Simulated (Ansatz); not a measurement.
# Quasiparticle gap of InF3 (R-3c)

Wanted: the gap of InF3 (R-3c) with a many-body correction, and the time that it takes.

Method: LDA, then G0W0 on it, plane waves, PAW, in Ansatz 0.2.0.

### 1. Set-up

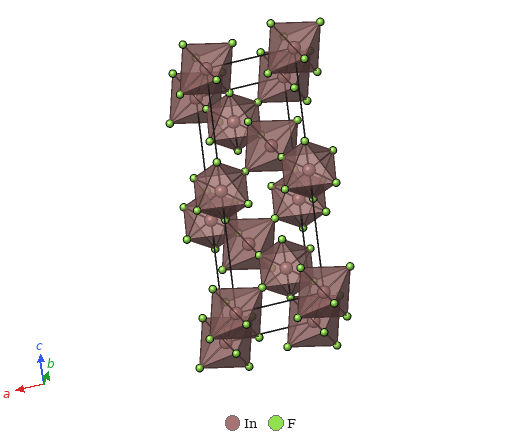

Start, viewed from a free direction; indium brown, fluorine green. This picture shows the conventional cell, with its axes. Some periodic images of atoms are drawn too.

The cell and positions come from the Crystallography Open Database and are kept as given unless a step says otherwise.

The logs state that the PAW files were generated under PBE.

### 2. Bands along the symmetry lines

Levels along a band path and on the mesh show where this functional puts the band edges.

This step: DFT, LDA, plane waves, PAW; PAW set soft_1.

input.yaml

```yaml
crystal:
  lattice:
    - [2.70515, 1.5618190807, 4.7925]
    - [-2.70515, 1.5618190807, 4.7925]
    - [0.0, -3.1236381614, 4.7925]
  atoms:
    - { symbol: In, position: [0.0, 0.0, 0.0] }
    - { symbol: In, position: [0.5, 0.5, 0.5] }
    - { symbol: F, position: [0.8584, 0.6416, 0.25] }
    - { symbol: F, position: [0.25, 0.8584, 0.6416] }
    - { symbol: F, position: [0.6416, 0.25, 0.8584] }
    - { symbol: F, position: [0.1416, 0.3584, 0.75] }
    - { symbol: F, position: [0.75, 0.1416, 0.3584] }
    - { symbol: F, position: [0.3584, 0.75, 0.1416] }
kpoints:
  mp_grid: { grid: [6, 6, 6] }
  band_path:
    path:
      - [[0.0, 0.0, 0.0], [0.5, 0.5, 0.5], [0.76253126, 0.23746874, 0.5]]
      - [[0.5, -0.23746874, 0.23746874], [0.5, 0.0, 0.0], [0.0, 0.0, 0.0], [0.36873437, -0.36873437, 0.0]]
      - [[0.63126563, 0.0, 0.36873437], [0.5, 0.0, 0.5], [0.0, 0.0, 0.0]]
    npoints: 10
hamiltonian:
  xc: lda
  pseudopotentials: { kind: paw, azcp: { folder: soft_1 }, xc_functional: pbe }
scf:
  occupations: { method: fermi_dirac, width: 0.02 }
  n_extra_bands: 6
output:
  eigenvalues: true
  write_density: true
  write_potential: true
  elf: true
  volumetric_format: npy
```

On the command line:

```
$ ansatz run input.yaml --threads 4 --pin off --max-ram 138240MiB --backend cuda --events-out ev --progress --plain --runs-dir out --devices 1 --max-vram 26GiB
```

Numbers of over 12 decimals in the logs are rounded to 6 here.

Output:

```text
scf.n_extra_bands = 6 over 34 filled bands (N_el = 68.0): the run solves 40 bands
GPUs: using 1 of 1 available (devices: 1).
Engine: ansatz 0.2.0, x86_64-unknown-linux-gnu
Pseudopotentials: kind: paw
Pseudopotential: In, paw, valence charge 13, recommended cutoff 420 eV (normal), soft_1/In.paw.azcp
Pseudopotential: F, paw, valence charge 7, recommended cutoff 420 eV (normal), soft_1/F.paw.azcp
Functional definition: SPW92
  exchange = slater_x
  correlation = pw_c
device memory: the entry about to start is reckoned to put 2.3 GiB on a device that reports 58.0 GiB free (of which the cap on the GPU budget leaves the run 26.0 GiB)
GPU FFT provider: cuFFT
GPU libraries: cuBLAS 13.8.2, cuFFT 12.4.0, cuSOLVER 12.3.4
Crystal: 8 atoms, lattice volume = 121.489 Å³
Basis set: ecut = 420 eV, 2351 PW (Γ)
Bands: 40, of which v1, the nominal top of the filled ones, is band 34 counted from 1 (33 counted from 0)
Symmetry: 12 space group operations
Space group: R-3c (ITA 167), of the structure as read, at distance tolerance 5.0e-5 Å
k-points: 32 of 216
Non-local potential: In, projectors of the file, l = 0: 2, l = 1: 2, l = 2: 2, l = 3: 1
Non-local potential: F, projectors of the file, l = 0: 2, l = 1: 2, l = 2: 1
PAW form: soft (Blöchl's): semilocal exchange-correlation on the pseudo side does not see the compensation charge
PAW frozen core: In, regenerated for the run's functional, and the local potential with it (the file was generated under x = pbe(κ = 0.804, μ = 0.219515), c = pbe(β = 0.066725))
PAW frozen core: F, regenerated for the run's functional, and the local potential with it (the file was generated under x = pbe(κ = 0.804, μ = 0.219515), c = pbe(β = 0.066725))
PAW one-centre angular grid: In, 590 points (default); XC on 64 Gauss nodes
PAW one-centre angular grid: F, 110 points (default); XC on 64 Gauss nodes
Initial density: superposition of atomic densities (chi_scale 0.1, normalization cell, long waves kept (reshape's long-wave potential 0.04 eV rms))
Initial wavefunctions: pseudopotential atomic-orbital guess
GPU buffer pool allocated for 64000 grid points (all kernels)
GPU transforms: local potential and band sums: pruned to the plane-wave sphere, on 40×40×40
Functional: x = slater, c = lda
SCF iter   1: F=—  HF=-15684.045380 eV  |F-HF|=—  |Δ(HF+E_count)|=         —  Δρ=1.05e-1  dr2=9.85e0  ethr=3.10e-3  ⟨swp⟩=6.3  Hψ=5164  notcnv=0
preconditioner: auto → Resta (q_TF=auto, 2.477 Å⁻¹)  ε∞=3.4  [insulator: Δε(μ)=3.117 eV  Ē_g=17.805 eV  σ=0.020 eV  W_gap=1.00  n_scr=26 (ndim 8)  ℏωp=27.8 eV  f_vac=0.163  D(μ)=0.00/eV (n_scr^D=0)  ε∞_Penn≈3.4]
SCF iter   2: F=—  HF=-15680.643237 eV  |F-HF|=—  |Δ(HF+E_count)|=    3.40e0  Δρ=3.48e-2  dr2=1.31e0  ethr=3.10e-3  ⟨swp⟩=3.0  Hψ=3028  notcnv=0  defer=64
SCF iter   3: F=—  HF=-15680.123186 eV  |F-HF|=—  |Δ(HF+E_count)|=   5.20e-1  Δρ=1.27e-2  dr2=2.37e-1  ethr=1.92e-3  ⟨swp⟩=2.7  Hψ=2466  notcnv=0  defer=64
SCF iter   4: F=—  HF=-15679.993933 eV  |F-HF|=—  |Δ(HF+E_count)|=   1.29e-1  Δρ=2.60e-3  dr2=1.60e-2  ethr=3.48e-4  ⟨swp⟩=3.2  Hψ=2591  notcnv=0  defer=64
SCF iter   5: F=—  HF=-15679.989487 eV  |F-HF|=—  |Δ(HF+E_count)|=   4.45e-3  Δρ=9.17e-4  dr2=1.51e-3  ethr=2.35e-5  ⟨swp⟩=3.2  Hψ=2085  notcnv=0  defer=64
SCF iter   6: F=—  HF=-15679.989850 eV  |F-HF|=—  |Δ(HF+E_count)|=   3.62e-4  Δρ=1.49e-4  dr2=3.77e-5  ethr=2.21e-6  ⟨swp⟩=2.8  Hψ=2278  notcnv=0  defer=64
SCF iter   7: F=—  HF=-15679.989981 eV  |F-HF|=—  |Δ(HF+E_count)|=   1.31e-4  Δρ=4.82e-5  dr2=1.91e-6  ethr=5.54e-8  ⟨swp⟩=2.1  Hψ=1975  notcnv=0  defer=63
SCF iter   8: F=-15679.989982 eV  HF=-15679.989982 eV  |F-HF|=9.09e-8  |Δ(HF+E_count)|=   1.64e-6  Δρ=7.33e-6  dr2=6.72e-8  ethr=1.47e-10  ⟨swp⟩=9.1  Hψ=5209  notcnv=0
SCF 1 converged in 8 iterations: F = -15679.989982 eV  dr2 = 6.72e-8
  greatest PAW one-centre occupation: 0.994 electrons in one spin orbital (limit 2), on the In atom at site 1 (counted from 0), in its partial waves of l = 2
device memory: the entry about to start is reckoned to put 4.8 GiB on a device that reports 56.8 GiB free (of which the cap on the GPU budget leaves the run 26.0 GiB)
NSCF: frozen V_eff on 73 k-points, pencils in batches of 32, up to order 176
SCF converged after 8 iterations
Free energy (F): -15679.989982 eV
Harris-Foulkes:  -15679.989982 eV  (|F-HF|=9.09e-8)
Internal energy: -15679.989982 eV  (E = F + TS)
E sigma→0 (E₀):  -15679.989982 eV
Fermi energy:    2.789166 eV
--- Per-component energies (eV) ---
  E_band       = -444.055913
  E_kinetic    = 1620.482117
  E_local      = -6670.391550  (includes V_loc(G=0)·N_el)
  E_nonlocal   = 1204.675884
  E_hartree    = 2587.577798
  E_xc         = -726.869919
  E_vxc        = -755.832312  (∫ρ·V_xc dr)
  E_paw        = -9303.677387  (= ΣΔE_a)
  E_vpaw       = -1018.160534  (= ΣTr[D̂ρ^β])
  E_aug_tail   = 0.005180  (compensation charges beyond the density's cutoff)
  E_ewald      = -4393.040685
  E_core_change = 1.248579  (= ΣΔE_core)
  E_smearing   = -0.000000  (= −TS)
  E_closure    = 0.000000  (closes the sum)
  Σ components = -15679.989982   (vs F -15679.989982, Δ=0.00e0)
--- Band table (eV; the first three rows and the last of 32) ---
  k-point 0: bands = [... 30 lower, 0.5642, 0.5642, 0.6121, 0.6121, 4.8883, 10.8300, 11.4255, 12.0961, ... 2 higher]
  k-point 1: bands = [... 30 lower, 0.4872, 0.5004, 0.5376, 0.5587, 5.2887, 10.1134, 11.6059, 11.7107, ... 2 higher]
  k-point 2: bands = [... 30 lower, 0.3001, 0.3446, 0.4695, 0.5120, 6.2790, 8.8745, 11.4639, 12.1274, ... 2 higher]
  k-point 31: bands = [... 30 lower, 0.4049, 0.4049, 0.4049, 0.4049, 7.4604, 7.4604, 12.1945, 12.1945, ... 2 higher]
```

Wall time 6.9 s (1 × NVIDIA H100 80GB HBM3 (shared by 3 runs) with 4 threads of AMD EPYC 7R13 (Zen 3), shared host); peak memory 0.94 GiB; 4.1 s of CPU time.

Reading the cycles: dr2 is the Hartree energy of the density residual (eV), the measure of convergence; HF is the Harris–Foulkes estimate of the energy, which meets the free energy F at convergence.

This step gave:

| Quantity | Value |
| --- | --- |
| filled bands | 34 |
| gap | 4.240 eV |
| valence top at | F |
| conduction bottom at | Γ |
| least direct gap | 4.276 eV |

Over mesh and path the gap is 4.240 eV, from k = (0.500, 0.000, 0.500) to k = Γ. The least direct gap found is 4.276 eV, at k = Γ.

Electronic bands along the path, in eV, zero at the top of the highest nominally filled band:

| point | band 31 | band 32 | band 33 | band 34 | band 35 | band 36 | band 37 | band 38 |
| --- | --- | --- | --- | --- | --- | --- | --- | --- |
| Γ | -0.08 | -0.08 | -0.04 | -0.04 | 4.24 | 10.18 | 10.78 | 11.45 |
| T | -0.24 | -0.24 | -0.24 | -0.24 | 6.81 | 6.81 | 11.55 | 11.55 |
| H2 | -0.30 | -0.30 | -0.14 | -0.14 | 7.49 | 7.49 | 10.11 | 10.11 |
| jump to H0 | -0.30 | -0.30 | -0.14 | -0.14 | 7.49 | 7.49 | 10.11 | 10.11 |
| L | -0.29 | -0.29 | -0.21 | -0.21 | 6.89 | 6.89 | 11.05 | 11.05 |
| Γ | -0.08 | -0.08 | -0.04 | -0.04 | 4.24 | 10.18 | 10.78 | 11.45 |
| S0 | -0.28 | -0.26 | -0.24 | -0.10 | 7.19 | 7.67 | 9.95 | 10.78 |
| jump to S2 | -0.28 | -0.26 | -0.24 | -0.10 | 7.19 | 7.67 | 9.95 | 10.78 |
| F | -0.30 | -0.29 | -0.07 | 0.00 | 6.85 | 8.67 | 9.70 | 10.66 |
| Γ | -0.08 | -0.08 | -0.04 | -0.04 | 4.24 | 10.18 | 10.78 | 11.45 |

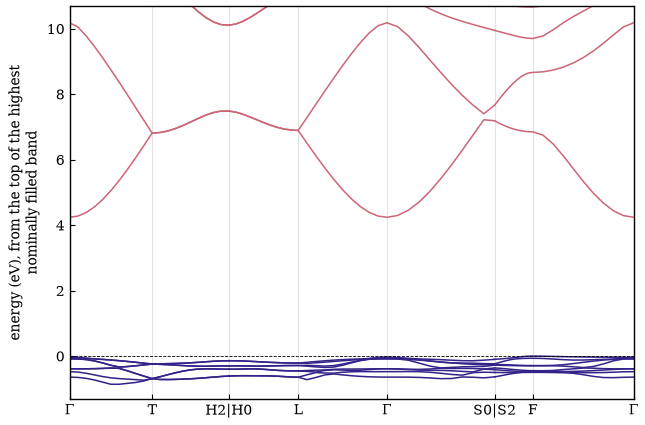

Electronic bands along the path; lines of filled and empty bands in two colours.

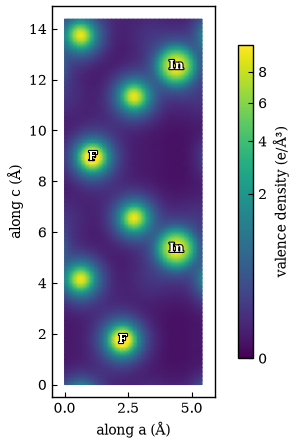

Valence density in the ac plane of the conventional cell at fractional y = 0.000, with atoms of In and F within 0.2 Å of it. It is the smooth field of the valence electrons, not physical close to the nuclei. The map starts off the cell's origin, so that atoms lie inside it. The colour scale is stretched toward low values.

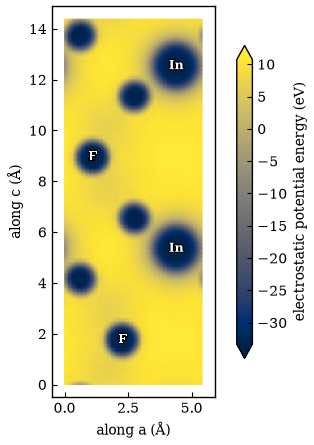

Electrostatic potential energy in the ac plane of the conventional cell at fractional y = 0.000, with atoms of In and F within 0.2 Å of it. With pseudopotentials it is smooth inside the atoms' cores, unlike the true potential. The map starts off the cell's origin, so that atoms lie inside it.

### 3. G0W0 on the 4×4×4 mesh

G0W0 replaces the xc potential by a self-energy built once from the orbitals of the start. Levels are corrected in the window of bands that the input names, at points of the mesh.

This step: G0W0 on LDA, plane waves, PAW.

input.yaml

```yaml
crystal:
  lattice:
    - [2.70515, 1.5618190807, 4.7925]
    - [-2.70515, 1.5618190807, 4.7925]
    - [0.0, -3.1236381614, 4.7925]
  atoms:
    - { symbol: In, position: [0.0, 0.0, 0.0] }
    - { symbol: In, position: [0.5, 0.5, 0.5] }
    - { symbol: F, position: [0.8584, 0.6416, 0.25] }
    - { symbol: F, position: [0.25, 0.8584, 0.6416] }
    - { symbol: F, position: [0.6416, 0.25, 0.8584] }
    - { symbol: F, position: [0.1416, 0.3584, 0.75] }
    - { symbol: F, position: [0.75, 0.1416, 0.3584] }
    - { symbol: F, position: [0.3584, 0.75, 0.1416] }
kpoints:
  mp_grid: { grid: [4, 4, 4] }
hamiltonian:
  xc: lda
  pseudopotentials: { kind: paw, source: ansatz }
scf:
  occupations: { method: fixed }
gw:
  n_empty_bands: 2043
  ecut_chi: 380
  qp_bands: [v2, c2]
  qp_kpoints: band_edges
  screening: { model: contour_deformation }
```

Output:

```text
GPUs: using 1 of 1 available (devices: 1).
[...]
GPU FFT provider: cuFFT
GPU libraries: cuBLAS 13.8.2, cuFFT 12.4.0, cuSOLVER 12.3.4
Crystal: 8 atoms, lattice volume = 121.489 Å³
Basis set: ecut = 1050 eV, 9403 PW (Γ)
Bands: 51, of which v1, the nominal top of the filled ones, is band 42 counted from 1 (41 counted from 0)
Symmetry: 12 space group operations
[...]
k-points: 13 of 64
[...]
GPU buffer pool allocated for 262144 grid points (all kernels)
[...]
SCF iter   1: F=—  HF=-22429.625842 eV  |F-HF|=—  |Δ(HF+E_count)|=         —  Δρ=1.92e-1  dr2=3.18e1  ethr=3.10e-3  ⟨swp⟩=5.0  Hψ=2116  notcnv=0  defer=89
[...]
SCF iter   9: F=-22418.505247 eV  HF=-22418.505247 eV  |F-HF|=4.08e-9  |Δ(HF+E_count)|=   2.05e-7  Δρ=6.15e-6  dr2=2.26e-8  ethr=1.19e-10  ⟨swp⟩=10.9  Hψ=2438  notcnv=0
SCF 1 converged in 9 iterations: F = -22418.505247 eV  dr2 = 2.26e-8
[...]
NSCF: frozen V_eff on 13 k-points
the band table was solved once the SCF had ended and its energy, with any forces and stress, was formed, with the checks that follow a solve (2590 applications of the Hamiltonian). They found nothing against the state; the energy, forces and stress were not computed again (output.eigenvalues in the input reference)
[...]
G₀W₀ screening: q 1/13
[... further progress lines ...]
[...]
SCF converged after 9 iterations
Free energy (F): -22418.505247 eV
[...]
Internal energy: -22418.505247 eV  (E = F + TS)
E sigma→0 (E₀):  -22418.505247 eV
Fermi energy:    1.446932 eV
[...]
--- Band table (eV; the first three rows and the last of 13) ---
  k-point 0: bands = [... 38 lower, 1.3648, 1.3648, 1.4086, 1.4086, 5.6833, 11.6360, 12.2194, 12.8912, ... 5 higher]
  k-point 1: bands = [... 38 lower, 1.1650, 1.2020, 1.3054, 1.3411, 6.5283, 10.3192, 12.2796, 12.7633, ... 5 higher]
  k-point 2: bands = [... 38 lower, 1.1601, 1.1601, 1.2358, 1.2358, 8.3389, 8.3389, 12.4987, 12.4987, ... 5 higher]
  k-point 12: bands = [... 38 lower, 1.2044, 1.2044, 1.2044, 1.2044, 8.2578, 8.2578, 12.9940, 12.9940, ... 5 higher]
--- G₀W₀: contour deformation, 7 samples at zero and on the imaginary axis and 3 off it, 64 q-points, 2043 empty bands' worth ---
  eigenvalues of the whole cell's RPA ε∞ on this k-mesh (on a slab, of 1 + 4πα/V) = 2.2538, 2.2538, 2.3012; static W/v taken at q = 0 is 0.440734
  bands read: the sum over 2085 bands ends inside a degenerate multiplet in 5 slots, whose members it reads at an even weight; the widest, k=12: bands 2085 to 2088 (counted from 1) at 1/4 each
  gw.qp_kpoints: band_edges: 13 of 13 stored k-points solved, in 1 pass; an edge of the gap read off the rows below is read off those points alone
  `?` marks the rows in doubt; gw_qp.tsv's column doubts and the gw_qp event give each row's grounds
    ik  band        ε_KS         Σx   Σc(E_QP)       V_xc       Z   E_QP_lin       E_QP  E_QP is
     0    41      1.4086   -33.5907     4.4349   -27.0324  0.7811    -0.7735    -0.7148  root
     0    42      1.4086   -33.5907     4.4349   -27.0324  0.7811    -0.7735    -0.7148  root
     0    43      5.6833   -11.2809    -3.5690   -16.3330  0.8564     7.1792     7.1664  root
     0    44     11.6360   -15.1719    -5.2374   -22.4558  0.7916    13.7626    13.6825  root
     1    41      1.3054   -32.1826     5.3788   -24.4062  0.7662    -1.1866    -1.0921  root
     1    42      1.3411   -32.1211     5.5241   -24.1593  0.7643    -1.1969    -1.0967  root ?
     1    43      6.5283   -12.2482    -3.6205   -17.4056  0.8490     8.0805     8.0653  root
     1    44     10.3192   -13.2616    -4.6083   -19.7791  0.8204    12.2762    12.2284  root
     2    41      1.2358   -32.0983     5.4085   -24.2874  0.7654    -1.2630    -1.1666  root
     2    42      1.2358   -32.0983     5.4085   -24.2874  0.7654    -1.2630    -1.1666  root
     2    43      8.3389   -12.9459    -4.0161   -18.6861  0.8369    10.0890    10.0630  root
     2    44      8.3389   -12.9459    -4.0161   -18.6861  0.8369    10.0890    10.0630  root
     3    41      1.3289   -32.0298     5.4905   -24.1078  0.7648    -1.2021    -1.1025  root
     3    42      1.4171   -33.5690     4.4423   -27.0022  0.7809    -0.7661    -0.7074  root
     3    43      6.7785   -12.6105    -3.6264   -17.7841  0.8464     8.3416     8.3257  root
     3    44     10.5689   -14.3050    -4.7567   -21.0156  0.8114    12.5769    12.5229  root
     4    41      1.2300   -32.8505     4.7885   -25.8388  0.7746    -1.0653    -0.9932  root
     4    42      1.3146   -32.1961     5.3771   -24.4261  0.7660    -1.1726    -1.0782  root
     4    43      8.1006   -13.4333    -3.9241   -19.0466  0.8362     9.8136     9.7897  root
     4    44      9.3231   -13.5404    -4.3013   -19.6679  0.8275    11.1851    11.1494  root
     5    41      1.2340   -32.4835     5.0897   -25.0838  0.7698    -1.1596    -1.0759  root
     5    42      1.3101   -32.2014     5.4286   -24.3631  0.7656    -1.1959    -1.0995  root
     5    43      7.6363   -12.9317    -3.8335   -18.4134  0.8410     9.3054     9.2846  root
     5    44      9.4827   -13.6244    -4.3701   -19.8421  0.8258    11.3682    11.3304  root
     6    41      1.3805   -32.7184     5.0305   -25.3927  0.7714    -0.9947    -0.9147  root
     6    42      1.4469   -33.1543     4.7930   -26.1339  0.7755    -0.8506    -0.7805  root
     6    43      8.2961   -14.3113    -3.9931   -20.0231  0.8311    10.0409    10.0148  root
     6    44     10.1156   -14.9550    -4.6259   -21.5071  0.8125    12.0921    12.0417  root
     7    41      1.3282   -32.2462     5.3864   -24.4617  0.7662    -1.1644    -1.0699  root
     7    42      1.3282   -32.2462     5.3864   -24.4617  0.7662    -1.1644    -1.0699  root
     7    43      6.4974   -12.1613    -3.5882   -17.2719  0.8493     8.0345     8.0197  root
     7    44     10.1943   -12.6503    -4.4427   -18.9441  0.8246    12.0889    12.0454  root
     8    41      1.2420   -32.0193     5.4879   -24.1071  0.7642    -1.2823    -1.1823  root ?
     8    42      1.2695   -32.4083     5.1336   -24.9467  0.7697    -1.1440    -1.0585  root
     8    43      7.6051   -12.9190    -3.7745   -18.3184  0.8409     9.2501     9.2300  root
     8    44      9.5045   -13.7412    -4.3551   -19.9395  0.8245    11.3858    11.3477  root
     9    41      1.1852   -32.5727     4.9572   -25.3427  0.7718    -1.1662    -1.0875  root
     9    42      1.3430   -32.2365     5.3738   -24.4717  0.7661    -1.1419    -1.0480  root
     9    43      8.1318   -13.5197    -3.9485   -19.1680  0.8356     9.8559     9.8314  root
     9    44      9.3082   -13.6076    -4.2628   -19.6841  0.8272    11.1570    11.1218  root
    10    41      1.1856   -32.0394     5.4597   -24.1573  0.7650    -1.3364    -1.2367  root
    10    42      1.3131   -32.3211     5.2483   -24.7162  0.7679    -1.1324    -1.0434  root
    10    43      8.0823   -13.4110    -3.8801   -18.9637  0.8361     9.7782     9.7549  root
    10    44      9.2810   -13.4992    -4.2110   -19.5050  0.8276    11.1101    11.0757  root
    11    41      1.3040   -32.3821     5.2299   -24.8006  0.7681    -1.1364    -1.0477  root
    11    42      1.3040   -32.3821     5.2299   -24.8006  0.7681    -1.1364    -1.0477  root
    11    43      8.9373   -14.0555    -4.1900   -20.0364  0.8277    10.7607    10.7282  root
    11    44      8.9373   -14.0555    -4.1900   -20.0364  0.8277    10.7607    10.7282  root
    12    41      1.2044   -31.9596     5.4348   -24.1202  0.7645    -1.2976    -1.2001  root
    12    42      1.2044   -31.9596     5.4348   -24.1202  0.7645    -1.2976    -1.2001  root
    12    43      8.2578   -12.7258    -3.9143   -18.3236  0.8379     9.9654     9.9412  root
    12    44      8.2578   -12.7258    -3.9143   -18.3236  0.8379     9.9654     9.9412  root
```

Elapsed: 4.7 min, on 1 × NVIDIA H100 80GB HBM3 (shared by 3 runs) with 4 threads; peak memory 16 GiB.

Numbers from this step:

```yaml
bands_summed: 2085
rpa_eps_infinity_on_this_mesh_eigenvalues: 2.254, 2.254, 2.301
plane_waves_in_the_screening_matrix: 2049
q_points_in_the_mesh: 64
g0w0_gap_over_the_corrected_points: 7.874 eV
k_of_the_valence_top: 0, 0.25, 0.25
k_of_the_conduction_bottom: 0, 0, 0
starting_gap_on_the_mesh: 4.236 eV
z_at_the_valence_top: 0.7809
z_at_the_conduction_bottom: 0.8564
least_direct_g0w0_gap_over_the_corrected_points: 7.881 eV
```

Over all 13 irreducible mesh points the G0W0 gap is 7.874 eV, from k = (0.000, 0.250, 0.250) to k = Γ. The LDA gap of this run on the mesh is 4.236 eV. Other states bound it: the two that bound the G0W0 gap lie 4.266 eV apart in LDA, so state for state the correction is 7.874 − 4.266 = +3.608 eV, while gap against gap it is 7.874 − 4.236 = +3.638 eV. The start of this run differs from the step before in mesh (6×6×6 and 4×4×4), files (soft_1 PAW and hard PAW) and plane-wave cutoff (420 eV and 1050 eV). The program marks 2 of the 52 corrected levels as in doubt (energies apart), neither edge state among them.

Labels follow the order of the start: v1 is the top filled band, c1 the lowest empty one; levels that stay degenerate share a row, the window can cut a multiplet, doubted levels are not marked in this list, bands outside the window were not corrected, and the list may be a part of the corrected levels. The levels before and after the correction (eV, zero at the valence-band top of each column):

|  | conduction bottom | valence top |
| --- | --- | --- |
| Kohn-Sham | 4.24 | 0.00 |
| G0W0 | 7.87 | 0.00 |

|  | level | occupation | energy (eV) |
| --- | --- | --- | --- |
| Kohn-Sham | Γ v2-v1 | 2 | -0.038 |
| Kohn-Sham | Γ c1 | 0 | 4.236 |
| Kohn-Sham | Γ c2 | 0 | 10.189 |
| Kohn-Sham | (0 0.25 0.25) v2 | 2 | -0.118 |
| Kohn-Sham | (0 0.25 0.25) v1 | 2 | -0.030 |
| Kohn-Sham | (0 0.25 0.25) c1 | 0 | 5.332 |
| Kohn-Sham | (0 0.25 0.25) c2 | 0 | 9.122 |
| G0W0 | Γ v2-v1 | 2 | -0.007 |
| G0W0 | Γ c1 | 0 | 7.874 |
| G0W0 | Γ c2 | 0 | 14.390 |
| G0W0 | (0 0.25 0.25) v2 | 2 | -0.395 |
| G0W0 | (0 0.25 0.25) v1 | 2 | 0.000 |
| G0W0 | (0 0.25 0.25) c1 | 0 | 9.033 |
| G0W0 | (0 0.25 0.25) c2 | 0 | 13.230 |

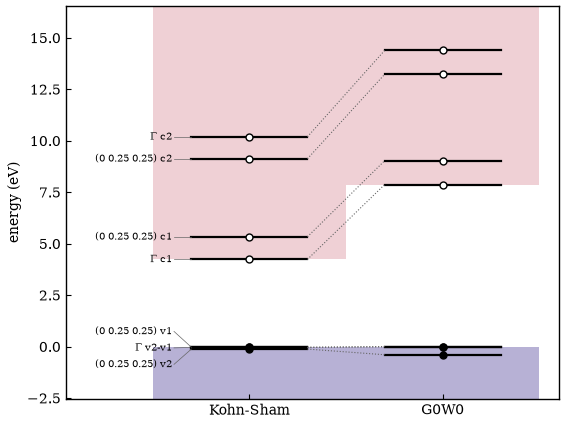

Levels before and after the correction. Shaded: valence and conduction bands. Filled marks are occupied levels, open marks empty ones.

The parts of the quasiparticle energy for the two states that bound the G0W0 gap, in eV on the run's own scale (QP = start + Σx + Σc − Vxc, with Σc at the quasiparticle energy):

| edge | k | band | start | Σx | Σc | Vxc | Z | QP |
| --- | --- | --- | --- | --- | --- | --- | --- | --- |
| valence top | (0.000, 0.250, 0.250) | 42 | 1.417 | −33.569 | 4.442 | −27.002 | 0.781 | −0.707 |
| conduction bottom | Γ | 43 | 5.683 | −11.281 | −3.569 | −16.333 | 0.856 | 7.166 |

[end of part 1 of 2]

[Paths, hosts, dates, memory and timing lines, banners, echoed tables and standing remarks are left out of the program output.]

[Logs are printed without paths, hosts, clocks, repeated set-up lines and the standing remarks that a program may print on its own settings, such as how far it seeks lower states.]

[Runs of the session that timed out or met a known fault of the program may be left out.]

[Cells called generated may have been cut or substituted from an entry of the Crystallography Open Database or the Materials Project.]

[Hosts, paths, dates, database ids (printed as entryN), source tags and the programs' standing remarks are cut or masked in the printed files.]

[Where an RPA ε∞ is given, it is that of the G0W0 mesh and is not shown converged in it. Names of k-points follow the symmetry that the program found, which can be lower than the space group named. Band edges on a path are those of the sampled points; other points can move an edge, and change direct to indirect where valleys lie close.]

[Hybrid gaps are those of their k-mesh and are not shown converged in it.]
